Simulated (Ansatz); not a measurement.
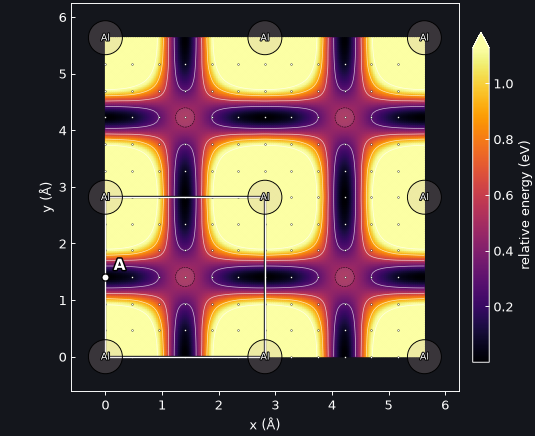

O on an Al(100) slab cut from the Fm-3m phase, its upper half relaxed before the scan (12 atoms of substrate and one adsorbate in a 2 × 2 cell). O is moved over the surface cell; relaxed at each place: the height of the adsorbate's atoms; substrate rigid; the origin of the map has the adsorbate above Al9. Places are given modulo a cell vector. The map is drawn in real space over the plane of the surface. Grid: 6 × 6 points; 10 points were computed and 26 follow by symmetry. Places are given in fractions of the 1 × 1 surface cell. Energies are in eV, from the lowest grid point. Level of theory: Ansatz 0.2.0, DFT LDA, scalar-relativistic, plane waves, PAW. Settings: cutoff 420 eV, k-mesh 5×5×1, gaussian smearing 0.1 eV, no spin polarisation.

The picture shows a smooth colour map with a few white contour lines, dots at the grid points, labelled circles for the atoms of the top layer and small ones for the second layer, the outline of one cell of the 2 × 2 shown, one colour for all values above the top of the scale, the point A. Between grid points the surface is interpolated.

### What is the easiest way out of the well at A, and how high is the barrier?

The easiest path leads from the well at a bridge site between two Al atoms, (0/6, 3/6) of the cell vectors to a well of about the same depth at a bridge site between two Al atoms, (3/6, 0/6) of the cell vectors. Its highest point lies about 0.45 eV above the bottom of the first well on the interpolated surface, at about (0.42, 0.58) of the cell vectors. This is the barrier on the constrained surface; relaxing the other coordinates would change it.

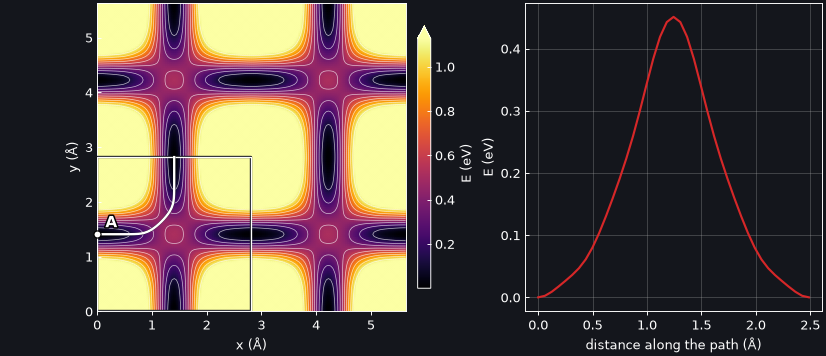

The picture shows a smooth colour map with a few white contour lines, a line along the lowest path, the outline of one cell of the 2 × 2 shown, one colour for all values above the top of the scale, the energy along the path at the right. Between grid points the surface is interpolated.
